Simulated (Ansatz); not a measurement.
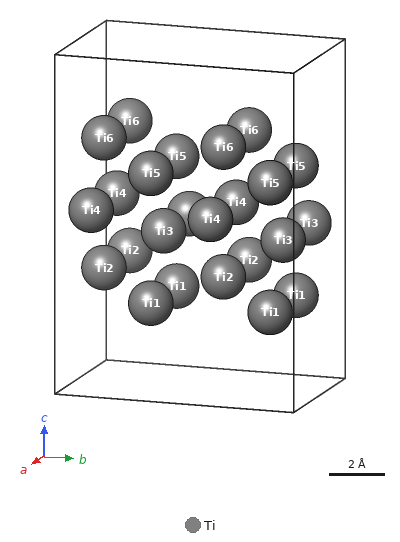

Fig. 1: The structure (spheres-only view of the 2 × 2 repeat of the cell, with the vacuum cut short, seen slightly off an axis; atoms are numbered from 1 in the order of the input).

**Single-point calculation, with input and output: Ti**

Ti (slab, 6 atoms in the cell), computed with DFT, PBEsol, all-electron LAPW, scalar-relativistic, no spin polarisation (Ansatz 0.2.0).

It belongs to a series of runs on one base structure; here: field of 0.2 V/A along the normal, LAPW. Figures and captions count atoms from 1; the log counts them from 0 in places.

## Input file
```yaml
crystal:
  lattice:
    - [2.9012772668, 0.0, 0.0]
    - [0.0, 4.5933578522, 0.0]
    - [0.0, 0.0, 21.8627]
  atoms:
    - { symbol: Ti, position: [0.75, 0.75, 0.3699501108] }
    - { symbol: Ti, position: [0.25, 0.25, 0.4082269824] }
    - { symbol: Ti, position: [0.25, 0.75, 0.4790424738] }
    - { symbol: Ti, position: [0.75, 0.25, 0.5209575266] }
    - { symbol: Ti, position: [0.75, 0.75, 0.5917730176] }
    - { symbol: Ti, position: [0.25, 0.25, 0.6300498888] }
kpoints:
  mp_grid: { grid: [13, 8, 1] }
scf:
  occupations: { method: fermi_dirac, width: 0.1 }
hamiltonian:
  xc: pbesol
  pseudopotentials: { kind: all_electron, lapw: { basis_error: 0.001 } }
output:
  forces: true
  stress: true
  eigenvalues: true
efield:
  axis: 3
  amplitude: 0.2
  dipole_correction: true
```

Hardware: 2 threads of Arm Neoverse V2, 24 GiB of memory available, shared host.

Launch command:
```bash
ansatz run input.yaml --threads 2 --pin off --max-ram 4096MiB --backend cpu --events-out ev --progress --plain --runs-dir out
```

## Output
```
LAPW: plane waves up to 7.598 Å⁻¹, error target 1.0e-3 eV per atom; small_component_spin mean_spin; Ti in spheres of 1.385 Å, 12 of its electrons in bands, Dirac shells [] (how accurate: hamiltonian.pseudopotentials.lapw.basis_error, Limitations)
Engine: ansatz 0.2.0, aarch64-unknown-linux-gnu
Pseudopotentials: kind: all_electron
Pseudopotential: Ti, LAPW, valence charge 12, lapw/all_electron/scalar/gaussian/Ti, Koelling and Harmon's equation, gaussian nucleus
Functional definition: PBEsol
  exchange = pbesol_x
  correlation = pbesol_c
Crystal: 6 atoms, lattice volume = 291.356 Å³
Basis set: ecut = 219.9504102275824 eV, 2177 PW (Γ), exchange–correlation at level 2
Bands: 44, of which v1, the nominal top of the filled ones, is band 36 counted from 1 (35 counted from 0)
Symmetry: 4 space group operations
k-points: 35 of 104
Non-local potential: Ti, projectors of the file, none
Initial density: superposition of atomic densities (neutral atoms: chi_scale 0, normalization atom, screened)
Initial wavefunctions: plane waves of lowest kinetic energy (no species holds an atomic orbital)
Functional: x = pbesol(κ = 0.804, μ = 0.12345679012345678), c = pbesol(β = 0.046)
SCF iter   1: F=—  HF=-139248.016465 eV  |F-HF|=—  |Δ(HF+E_count)|=         —  Δρ=4.13e-2  dr2=7.56e1  ethr=1.00e-1  p=0.130 e·Å  D=8.06e-2 V/Å  ΔV_dip=-1.76 eV  dr2_dipole=1.82e-2  V_vac-E_F(+/−)=9.26/7.23 eV  ⟨swp⟩=3.0  Hψ=7973  notcnv=0
efield: sawtooth ramp at fractional position 0.9500 (placed from the atoms, in the widest stretch of the axis that holds none; the zero of the levels goes with the place), width 0.1000; the density the first Hamiltonian is built on has a dipole p = 0.130 e·Å; the dipole correction subtracts the counter field D = 8.06e-2 V/Å, which shifts the + side's vacuum level by -1.76 eV against the − side's; the planar-averaged density in the ramp window peaks in size at 1.7e-6 e/Å³
preconditioner: auto → LDOS  [metal: Δε(μ)=0.022 eV  Ē_g=2.766 eV  σ=0.100 eV  W_gap=0.06  n_scr=36 (ndim 8)  ℏωp=10.7 eV  f_vac=0.555  D(μ)=8.45/eV (n_scr^D=50)  β→1.0]
SCF iter   2: F=—  HF=-139247.947601 eV  |F-HF|=—  |Δ(HF+E_count)|=   6.89e-2  Δρ=5.22e-2  dr2=1.18e2  ethr=1.00e-1  p=0.134 e·Å  D=8.34e-2 V/Å  ΔV_dip=-1.82 eV  dr2_dipole=3.38e-1  V_vac-E_F(+/−)=1.56/-0.40 eV  ⟨swp⟩=3.9  Hψ=5991  notcnv=0
iter 3 solved again at ethr=3.70e-3 eV; its pass at ethr=1.00e-1 eV (dr2=2.66e0 eV) is discarded
SCF iter   3: F=—  HF=-139242.103579 eV  |F-HF|=—  |Δ(HF+E_count)|=    5.84e0  Δρ=1.15e-2  dr2=2.63e0  ethr=3.70e-3  p=0.136 e·Å  D=8.45e-2 V/Å  ΔV_dip=-1.85 eV  dr2_dipole=3.06e-2  V_vac-E_F(+/−)=4.72/2.78 eV  ⟨swp⟩=2.0  Hψ=17869  notcnv=0
automatic band count: the SCF goes on with 52 bands, as 44 were too few: the levels above may hold too much charge
SCF iter   4: F=—  HF=-139241.953748 eV  |F-HF|=—  |Δ(HF+E_count)|=         —  Δρ=3.39e-3  dr2=8.98e-2  ethr=3.66e-3  p=0.137 e·Å  D=8.54e-2 V/Å  ΔV_dip=-1.87 eV  dr2_dipole=1.44e-5  V_vac-E_F(+/−)=5.14/3.21 eV  ⟨swp⟩=2.1  Hψ=5917  notcnv=0
the basis was enlarged: its passes take 1.2 MiB over the memory plan, 2 of 2 planned eigensolver slots
SCF iter   5: F=—  HF=-139241.945276 eV  |F-HF|=—  |Δ(HF+E_count)|=   8.47e-3  Δρ=1.52e-3  dr2=1.38e-2  ethr=1.25e-4  p=0.140 e·Å  D=8.71e-2 V/Å  ΔV_dip=-1.90 eV  dr2_dipole=2.07e-4  V_vac-E_F(+/−)=4.98/3.10 eV  ⟨swp⟩=2.1  Hψ=5599  notcnv=0
SCF iter   6: F=—  HF=-139241.945756 eV  |F-HF|=—  |Δ(HF+E_count)|=   4.80e-4  Δρ=3.61e-4  dr2=1.01e-3  ethr=1.92e-5  p=0.142 e·Å  D=8.84e-2 V/Å  ΔV_dip=-1.93 eV  dr2_dipole=6.57e-5  V_vac-E_F(+/−)=4.87/3.01 eV  ⟨swp⟩=2.8  Hψ=5663  notcnv=0
SCF iter   7: F=—  HF=-139241.945977 eV  |F-HF|=—  |Δ(HF+E_count)|=   2.21e-4  Δρ=1.48e-4  dr2=1.61e-4  ethr=1.40e-6  p=0.143 e·Å  D=8.89e-2 V/Å  ΔV_dip=-1.94 eV  dr2_dipole=1.69e-6  V_vac-E_F(+/−)=4.82/2.98 eV  ⟨swp⟩=3.0  Hψ=6003  notcnv=0
SCF iter   8: F=—  HF=-139241.946037 eV  |F-HF|=—  |Δ(HF+E_count)|=   6.02e-5  Δρ=5.81e-5  dr2=3.15e-5  ethr=2.24e-7  p=0.144 e·Å  D=8.92e-2 V/Å  ΔV_dip=-1.95 eV  dr2_dipole=1.03e-6  V_vac-E_F(+/−)=4.80/2.96 eV  ⟨swp⟩=3.0  Hψ=6222  notcnv=0
SCF iter   9: F=—  HF=-139241.946043 eV  |F-HF|=—  |Δ(HF+E_count)|=   5.81e-6  Δρ=2.03e-5  dr2=6.35e-6  ethr=4.38e-8  p=0.144 e·Å  D=8.93e-2 V/Å  ΔV_dip=-1.95 eV  dr2_dipole=1.31e-8  V_vac-E_F(+/−)=4.79/2.95 eV  ⟨swp⟩=3.0  Hψ=6149  notcnv=0
SCF iter  10: F=—  HF=-139241.946044 eV  |F-HF|=—  |Δ(HF+E_count)|=   1.18e-6  Δρ=7.09e-6  dr2=8.99e-7  ethr=8.82e-9  p=0.144 e·Å  D=8.93e-2 V/Å  ΔV_dip=-1.95 eV  dr2_dipole=6.38e-8  V_vac-E_F(+/−)=4.78/2.95 eV  ⟨swp⟩=3.0  Hψ=6225  notcnv=0
SCF iter  11: F=-139241.946045 eV  HF=-139241.946045 eV  |F-HF|=4.32e-8  |Δ(HF+E_count)|=   1.57e-7  Δρ=3.38e-6  dr2=3.89e-8  ethr=1.25e-9  p=0.144 e·Å  D=8.93e-2 V/Å  ΔV_dip=-1.95 eV  dr2_dipole=9.24e-10  V_vac-E_F(+/−)=4.78/2.95 eV  ⟨swp⟩=3.0  Hψ=6157  notcnv=0
SCF 1 converged in 11 iterations: F = -139241.946045 eV  dr2 = 3.89e-8
```

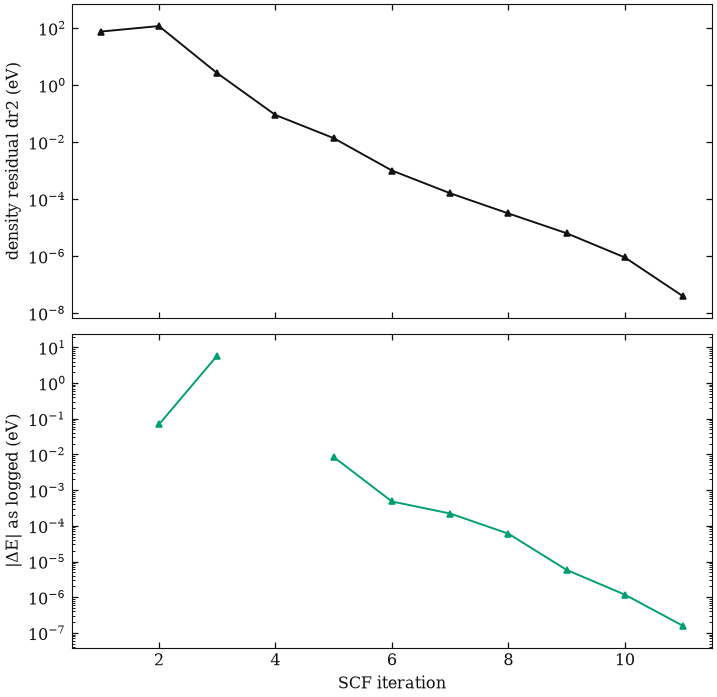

Fig. 2: Convergence of the self-consistent field: density residual dr2 and size of the energy change against the SCF iteration. The residual falls almost steadily, with no more than small rises.

```
SCF converged after 11 iterations
Free energy (F): -139241.946045 eV
Harris-Foulkes:  -139241.946045 eV  (|F-HF|=4.32e-8)
Internal energy: -139241.618415 eV  (E = F + TS)
E sigma→0 (E₀):  -139241.782230 eV
Entropy (-TS):   -0.327629 eV (-54.605 meV/atom)
Fermi energy:    2.465889 eV
Dipole field:    D = 0.089349 V/Å  (p = 0.143864 e·Å, saw-weighted, corrected)
Work function:   not extracted (applied field tilts the vacuum); planar V_es + V_field profile in the machine report
Levels:          The Fermi level and band energies are counted from a zero that moves with the ramp; work functions are not
--- Per-component energies (eV) ---
  E_band       = -1719.086090
  E_kinetic    = 140562.802653
  E_xc         = -6727.829949
  E_efield     = -0.022352  (sawtooth field / dipole correction)
  E_electrostatic = -273076.568768  (all electrons and nuclei)
  E_smearing   = -0.327629  (= −TS)
  E_closure    = 0.000000  (closes the sum)
  E_atoms      = -139202.129985  (free atoms, spherical and without spin; not in F)
  Σ components = -139241.946045   (vs F -139241.946045, Δ=0.00e0)
  Basis errors (estimates in eV, not in F): energy 3.2e-4 per atom: plane waves 2.8e-4 (1.7e-4 summed), levels above the bands 2.9e-13, relativity 9.8e-9, radial functions 3.6e-5, core shells 9.0e-8; eigenvalues (radial functions only) 4.7e-7; not estimated: angular momenta, meshes, grids; target (lapw.basis_error) 1.0e-3; muffin-tin radii Ti 1.385 Å
--- Forces (eV/Å), atoms counted from 1 ---
  atom   1  Ti     0.00000000     0.00000000     0.02176174
  atom   2  Ti     0.00000000     0.00000000    -0.01453303
  atom   3  Ti     0.00000000     0.00000000    -0.01330207
  atom   4  Ti     0.00000000     0.00000000    -0.00168473
  atom   5  Ti     0.00000000     0.00000000    -0.01903146
  atom   6  Ti     0.00000000     0.00000000     0.02686723
  max |Σ_I F_I| component: 7.77e-5 eV/Å
--- Stress (GPa, compression-positive) ---
       -1.627699       0.000000       0.000000
        0.000000      -1.101605       0.000000
        0.000000       0.000000       0.007129
  P = ⅓ Tr σ = -0.9074 GPa (-9.074 kbar)
--- Band table (eV; the first three rows and the last of 35) ---
  k-point 0: bands = ["-54.1962", "-54.1875", "-53.9605", "-53.8969", "-53.8507", "-53.8196", "-30.7949", "-30.7859", "-30.7662", "-30.7234", "-30.5139", "-30.4232", "-30.3204", "-30.3135", "-30.2940", "-30.2050", "-30.1441", "-30.1160", "-30.0929", "-30.0674", "-30.0441", "-30.0223", "-29.9565", "-29.9434", "-3.2796", "-1.9152", "-0.4997", "0.0765", "0.3352", "0.7759", "0.8949", "1.8344", "1.9830", "2.0459", "2.4702", "2.6466", "3.0320", "3.0403", "3.0608", "3.4308", "3.4475", "3.5068", "3.5362", "3.6396", "3.6580", "3.8016", "3.8934", "3.9478", "4.0808", "4.3903", "4.5269", "4.7119"]
  k-point 1: bands = ["-54.1944", "-54.1859", "-53.9572", "-53.8982", "-53.8523", "-53.8237", "-30.8067", "-30.7865", "-30.7521", "-30.6913", "-30.5421", "-30.3794", "-30.3613", "-30.3081", "-30.2897", "-30.1794", "-30.1361", "-30.1168", "-30.1031", "-30.0979", "-30.0435", "-30.0058", "-29.9813", "-29.9483", "-3.1473", "-1.8067", "-0.4900", "0.0355", "0.3561", "0.6763", "1.0442", "1.6918", "1.8539", "2.0374", "2.5861", "2.6556", "3.0375", "3.1185", "3.2002", "3.2140", "3.3714", "3.4243", "3.4823", "3.5550", "3.7113", "3.8178", "3.9024", "3.9674", "4.1926", "4.5168", "4.5248", "4.6244"]
  k-point 2: bands = ["-54.1901", "-54.1818", "-53.9479", "-53.9020", "-53.8559", "-53.8345", "-30.8203", "-30.8068", "-30.6773", "-30.6379", "-30.5721", "-30.4267", "-30.3167", "-30.2939", "-30.2783", "-30.1680", "-30.1543", "-30.1214", "-30.1113", "-30.1111", "-30.0397", "-30.0385", "-29.9987", "-29.9622", "-2.7634", "-1.4941", "-0.4396", "-0.1831", "0.3561", "0.4892", "1.3029", "1.4903", "1.6488", "2.1291", "2.6130", "2.7614", "2.8496", "3.0501", "3.0924", "3.2315", "3.2479", "3.3654", "3.3997", "3.5144", "3.6997", "3.8401", "3.8428", "3.9490", "4.2990", "4.5360", "4.7620", "4.8089"]
  k-point 34: bands = ["-54.1382", "-54.1301", "-53.8652", "-53.8643", "-53.8310", "-53.8293", "-30.7732", "-30.7679", "-30.7401", "-30.7311", "-30.6885", "-30.6862", "-30.5432", "-30.5399", "-30.3221", "-30.3201", "-30.2140", "-30.2127", "-30.1782", "-30.1777", "-30.0889", "-30.0880", "-30.0753", "-30.0749", "-0.0038", "-0.0032", "0.1987", "0.1990", "0.7712", "0.7736", "1.6277", "1.6310", "1.7329", "1.7338", "2.0935", "2.0936", "2.8130", "2.8155", "3.0464", "3.0476", "3.5680", "3.5714", "3.9836", "3.9866", "4.3426", "4.3440", "4.6452", "4.6460", "4.9991", "5.0007", "5.3773", "5.3861"]
```

## Key numbers

| quantity | value |
| --- | --- |
| outcome | converged |
| electrons in bands (core shells apart) | 72 |
| free energy | −139241.9460 eV |
| Fermi energy | 2.466 eV |
| largest force (length of the vector) | 0.027 eV/Å |
| wall time | 2.5 min (CPU time 4.9 min) |
| peak memory | 0.82 GiB |
